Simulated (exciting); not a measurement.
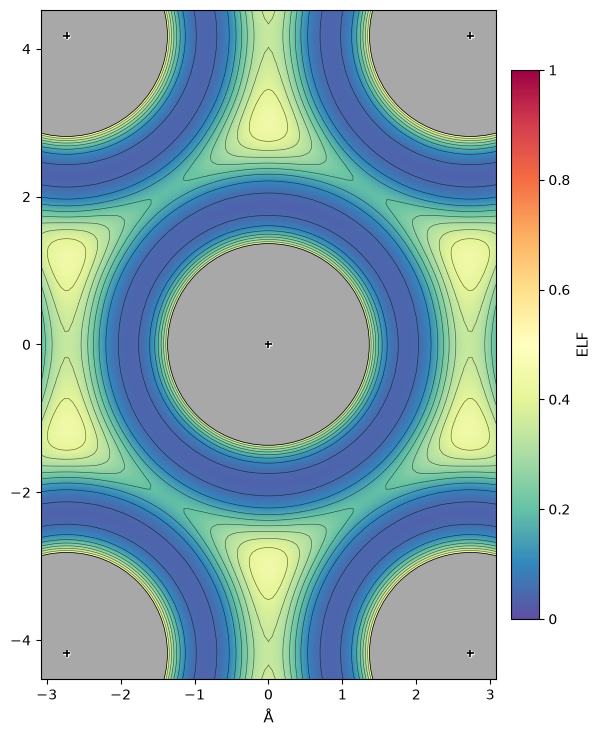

The ELF on a plane through atoms (crosses mark nuclei in the plane; grey discs cover the cores).

Method: exciting sodium, Kohn-Sham DFT of a periodic cell, PBEsol, all-electron LAPW+lo, shipped species files.

Candidates:
A. Al2Cu, a = 4.11 Å, b = 4.11 Å, c = 2.89 Å, α = 90.00°, β = 90.00°, γ = 90.00°. Space group P4/mmm; a structure from a database of computed crystals, not necessarily the ambient phase.
B. AlRu, a = 2.99 Å, b = 4.23 Å, c = 4.23 Å, α = 90.00°, β = 90.00°, γ = 90.00°. Space group Pm; not relaxed (largest force 0.7 eV/Å).
C. Rb, a = 5.91 Å, b = 5.91 Å, c = 5.46 Å, α = 90.00°, β = 90.00°, γ = 90.00°. Space group I4/mmm; a structure from a database of computed crystals, not necessarily the ambient phase.

### Which candidate gave the map?

Candidate C: Rb on the (11̄0) plane of the conventional cell, which holds Rb. Rb–Rb (4.99 Å): the ELF is about 0.20 at the midpoint: no localised pair shows between them.
